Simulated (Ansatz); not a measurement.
## Single-point calculation of Mg

The run: single-point calculation of Mg (Fm-3m, 1 atom in the cell). Method and program: DFT, PBE, PAW with Ansatz's default frozen-core files, scalar-relativistic, no spin polarisation (Ansatz 0.2.0).

Its volume is 0.60 times that of the source entry. It belongs to a series of runs on one base structure; here: volume scaled by 0.6, PAW files.

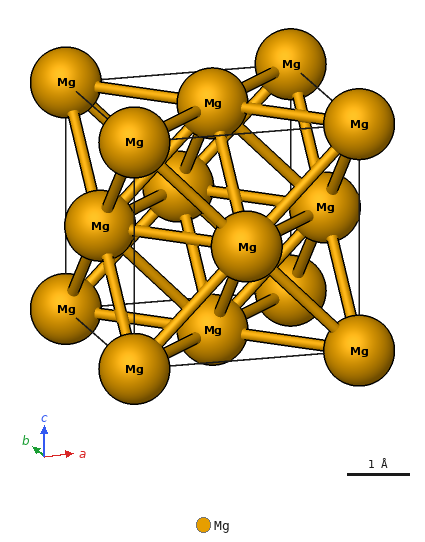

**Figure 1.** The structure (ball-and-stick view of the cell 4 times as large as that of the calculation, set on its symmetry axes, seen slightly off an axis). An atom can appear more than once, as a periodic image. Near neighbours in the periodic cell (some may lie outside the picture): Mg has 12 Mg at 2.70 Å.

## Results in brief

| quantity | value |
| --- | --- |
| outcome | converged |
| space group (tolerance 0.01 Å) | Fm-3m (225) |
| electrons treated | 10 |
| free energy | −1922.8744 eV |
| Fermi energy | 10.852 eV |
| pressure | 48.19 GPa |
| largest force (length of the vector) | under 0.001 eV/Å |
| hardware | 1 thread of Arm Neoverse V1, 112 GiB of memory available, shared host |
| wall time | 1.9 s |
| peak memory | 0.26 GiB |

The cell is under a pressure of 48 GPa at this level, so it is not at its equilibrium volume.

## The input
```yaml
crystal:
  lattice:
    - [0.0, 1.9074579536, 1.9074579536]
    - [1.9074579536, 0.0, 1.9074579536]
    - [1.9074579536, 1.9074579536, 0.0]
  atoms:
    - { symbol: Mg, position: [0.0, 0.0, 0.0] }
kpoints:
  mp_grid: { grid: [16, 16, 16] }
scf:
  occupations: { method: fermi_dirac, width: 0.08 }
hamiltonian:
  xc: pbe
  pseudopotentials: { kind: paw }
output:
  forces: true
  stress: true
  eigenvalues: true
  populations: true
  write_density: true
  write_potential: true
  elf: true
  volumetric_format: npy
```

Launch command:
```bash
ansatz run input.yaml --threads 1 --pin off --max-ram 2048MiB --backend cpu --events-out ev --progress --plain --runs-dir out
```

## Log
```
Engine: ansatz 0.2.0, aarch64-unknown-linux-gnu
Pseudopotentials: kind: paw
Pseudopotential: Mg, paw, valence charge 10, recommended cutoff 420 eV (normal), Mg.paw.azcp
Functional definition: PBE
  parameter kappa = 0.804
  parameter beta = 0.06672455060314922
  exchange = pbe_x(kappa = kappa, mu = beta*pi^2/3)
  correlation = pbe_c(beta = beta)
Crystal: 1 atoms, lattice volume = 13.880 Å³
Basis set: ecut = 420 eV, 283 PW (Γ), exchange–correlation on 40×40×40 points (8 copies of the dense FFT grid, shifted against one another)
Bands: 9, of which v1, the nominal top of the filled ones, is band 5 counted from 1 (4 counted from 0)
Symmetry: 48 space group operations
Space group: Fm-3m (ITA 225), of the structure as read, at distance tolerance 2.4e-5 Å
k-points: 145 of 4096
Non-local potential: Mg, projectors of the file, l = 0: 3, l = 1: 2, l = 2: 1
PAW form: soft (Blöchl's): semilocal exchange-correlation on the pseudo side does not see the compensation charge
PAW one-centre angular grid: Mg, 110 points (default); XC on 64 Gauss nodes
Initial density: superposition of atomic densities (neutral atoms: chi_scale 0, normalization atom), corrected by the library's trained network
Initial wavefunctions: pseudopotential atomic-orbital guess
Functional: x = pbe(κ = 0.804, μ = 0.2195149727645171), c = pbe(β = 0.06672455060314922)
SCF iter   1: F=—  HF=-1922.874396 eV  |F-HF|=—  |Δ(HF+E_count)|=         —  Δρ=6.96e-4  dr2=5.10e-5  ethr=1.77e-3  ⟨swp⟩=5.0  Hψ=9024  notcnv=0
preconditioner: auto → none  [metal: Δε(μ)=0.092 eV  Ē_g=13.490 eV  σ=0.080 eV  W_gap=0.28  n_scr=0 (ndim 8)  ℏωp=14.1 eV  f_vac=0.000  D(μ)=0.34/eV (n_scr^D=0)]
SCF iter   2: F=—  HF=-1922.874444 eV  |F-HF|=—  |Δ(HF+E_count)|=   4.81e-5  Δρ=3.46e-4  dr2=1.02e-5  ethr=5.10e-7  ⟨swp⟩=2.3  Hψ=3088  notcnv=0
SCF iter   3: F=—  HF=-1922.874446 eV  |F-HF|=—  |Δ(HF+E_count)|=   1.77e-6  Δρ=1.48e-4  dr2=1.15e-6  ethr=1.02e-7  ⟨swp⟩=2.0  Hψ=1986  notcnv=0
SCF iter   4: F=—  HF=-1922.874444 eV  |F-HF|=—  |Δ(HF+E_count)|=   1.30e-6  Δρ=4.57e-5  dr2=8.71e-8  ethr=1.15e-8  ⟨swp⟩=2.2  Hψ=2080  notcnv=0
iter 5 did not close the SCF: its close was put off for the readings that it lacked (scf_convergence_deferred on its scf_iter line)
SCF iter   5: F=-1922.874444 eV  HF=-1922.874444 eV  |F-HF|=6.78e-9  |Δ(HF+E_count)|=   1.45e-7  Δρ=8.15e-6  dr2=3.12e-9  ethr=8.71e-10  ⟨swp⟩=2.0  Hψ=2035  notcnv=0
SCF iter   6: F=-1922.874444 eV  HF=-1922.874444 eV  |F-HF|=5.58e-10  |Δ(HF+E_count)|=   3.70e-9  Δρ=2.33e-6  dr2=2.29e-10  ethr=3.12e-11  ⟨swp⟩=4.9  Hψ=6203  notcnv=0
SCF 1 converged in 6 iterations: F = -1922.874444 eV  dr2 = 2.29e-10
  greatest PAW one-centre occupation: 1.000 electrons in one spin orbital (limit 2), on the Mg atom at site 0 (counted from 0), in its partial waves of l = 0
```

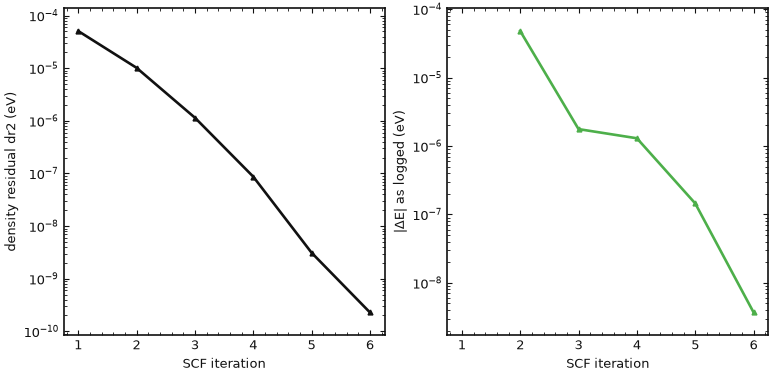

**Figure 2.** Convergence of the self-consistent field: density residual dr2 and size of the energy change against the SCF iteration. The residual falls at every step.

```
SCF converged after 6 iterations
Free energy (F): -1922.874444 eV
Harris-Foulkes:  -1922.874444 eV  (|F-HF|=5.58e-10)
Internal energy: -1922.867243 eV  (E = F + TS)
E sigma→0 (E₀):  -1922.870844 eV
Entropy (-TS):   -0.007201 eV (-7.201 meV/atom)
Fermi energy:    10.852198 eV
--- Per-component energies (eV) ---
  E_band       = -302.994395
  E_kinetic    = 79.174515
  E_local      = -1408.458336  (includes V_loc(G=0)·N_el)
  E_nonlocal   = 96.036324
  E_hartree    = 497.143128
  E_xc         = -30.801646
  E_vxc        = -39.858099  (∫ρ·V_xc dr)
  E_paw        = -290.668385  (= ΣΔE_a)
  E_vpaw       = -24.175673  (= ΣTr[D̂ρ^β])
  E_aug_tail   = -0.000002  (compensation charges beyond the density's cutoff)
  E_ewald      = -865.292841
  E_smearing   = -0.007201  (= −TS)
  E_closure    = 0.000000  (closes the sum)
  Σ components = -1922.874444   (vs F -1922.874444, Δ=0.00e0)
--- Forces (eV/Å), atoms counted from 1 ---
  atom   1  Mg     0.00000000    -0.00000000    -0.00000000
  max |Σ_I F_I| component: 2.57e-32 eV/Å
--- Stress (GPa, compression-positive) ---
       48.185530      -0.000000      -0.000000
       -0.000000      48.185530       0.000000
        0.000000      -0.000000      48.185530
  P = ⅓ Tr σ = 48.1855 GPa (481.855 kbar)
--- Band table (eV; the first three rows and the last of 145) ---
  k-point 0: bands = ["-64.6376", "-31.2793", "-31.2793", "-31.2793", "1.4942", "26.7120", "26.7120", "26.7120", "29.7141"]
  k-point 1: bands = ["-64.6364", "-31.2872", "-31.2803", "-31.2803", "1.6175", "25.1003", "26.6160", "26.6160", "30.4096"]
  k-point 2: bands = ["-64.6331", "-31.3098", "-31.2832", "-31.2832", "1.9855", "22.5318", "26.3728", "26.3728", "30.0868"]
  k-point 144: bands = ["-64.5966", "-31.4111", "-31.4111", "-31.3539", "12.6893", "12.6893", "12.7154", "17.6929", "30.9964"]
--- Löwdin populations: 1 site ---
  site symbol       q [e]
     0     Mg      9.4885
  spilling = 0.051148 (of n_electrons = 10.000000)
```

## File populations.tsv
```
# site	symbol	l	j	q
# orbitals = lowdin
# n_electrons = 10.000000
# spilling = 0.051148
0	Mg	0_2S	-	1.997874
0	Mg	0_3S	-	1.490924
0	Mg	1_2P	-	5.999726
```

## File rho_z.tsv
```
# z_ang	rho[e/angstrom^3]
# format = ansatz-planar-average/11
# lattice	0.000000000	1.907457954	1.907457954
# lattice	1.907457954	0.000000000	1.907457954
# lattice	1.907457954	1.907457954	0.000000000
# sites	1
# site	12	0.000000000	0.000000000	0.000000000
0.000000	2.146302e0
0.134878	1.965337e0
0.269755	1.509135e0
0.404633	9.778170e-1
0.539511	5.547538e-1
0.674388	3.111414e-1
0.809266	2.101437e-1
0.944144	1.794641e-1
1.079021	1.710764e-1
1.213899	1.685004e-1
1.348776	1.680002e-1
1.483654	1.685004e-1
1.618532	1.710764e-1
1.753409	1.794641e-1
1.888287	2.101437e-1
2.023165	3.111414e-1
2.158042	5.547538e-1
2.292920	9.778170e-1
2.427798	1.509135e0
2.562675	1.965337e0
```

## File v_z.tsv
```
# z_ang	v_es[eV]	v_tot[eV]
# format = ansatz-planar-average/11
# xc	pbe
# density_cutoff_ev	1680
# datasets	Mg=:simpson_from_first_knot:soft
# lattice	0.000000000	1.907457954	1.907457954
# lattice	1.907457954	0.000000000	1.907457954
# lattice	1.907457954	1.907457954	0.000000000
# sites	1
# site	12	0.000000000	0.000000000	0.000000000
0.000000	-6.627796e0	-1.752852e1
0.134878	-6.010110e0	-1.684821e1
0.269755	-4.270472e0	-1.494244e1
0.404633	-1.733384e0	-1.213967e1
0.539511	1.125951e0	-8.923275e0
0.674388	3.807249e0	-5.855572e0
0.809266	5.946580e0	-3.369406e0
0.944144	7.427599e0	-1.695346e0
1.079021	8.350313e0	-7.776675e-1
1.213899	8.871081e0	-3.118772e-1
1.348776	9.048554e0	-1.466314e-1
1.483654	8.871081e0	-3.118772e-1
1.618532	8.350313e0	-7.776675e-1
1.753409	7.427599e0	-1.695346e0
1.888287	5.946580e0	-3.369406e0
2.023165	3.807249e0	-5.855572e0
2.158042	1.125951e0	-8.923275e0
2.292920	-1.733384e0	-1.213967e1
2.427798	-4.270472e0	-1.494244e1
2.562675	-6.010110e0	-1.684821e1
```

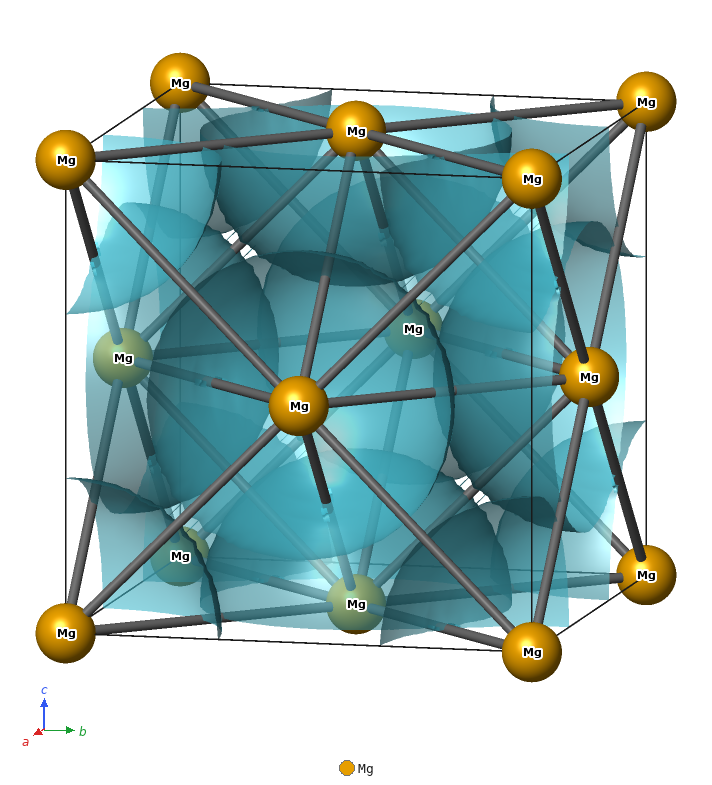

**Figure 3.** Isosurface of the electron localisation function at 0.45 (cyan), seen slightly off an axis. Only the valence region is drawn (cores and ρ < 0.01 e/Å³ removed). Sticks mark near contacts. The outline is the cell set on symmetry axes. Values along the shortest contacts: Mg–Mg (2.70 Å): the ELF is about 0.50 at the midpoint, which marks metallic bonding. Core electrons are frozen (PAW), so the fields are smoothed inside the atomic spheres.

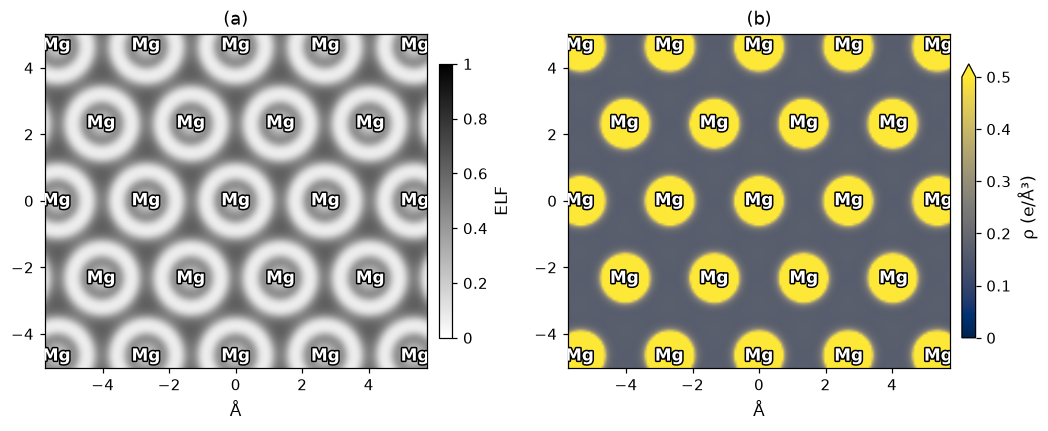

**Figure 4.** (a) ELF; (b) valence charge density (pseudo) on the (111) plane of the conventional cell. Mg–Mg (2.70 Å): the density is about 0.17 e/Å³ at the midpoint; the ELF is about 0.50 at the midpoint, as expected for nearly free electrons, as in a simple metal. Away from the nuclei the density in this plane falls to 0.17 e/Å³ at its lowest. The ELF has a maximum of about 0.60 in the space between the atoms.
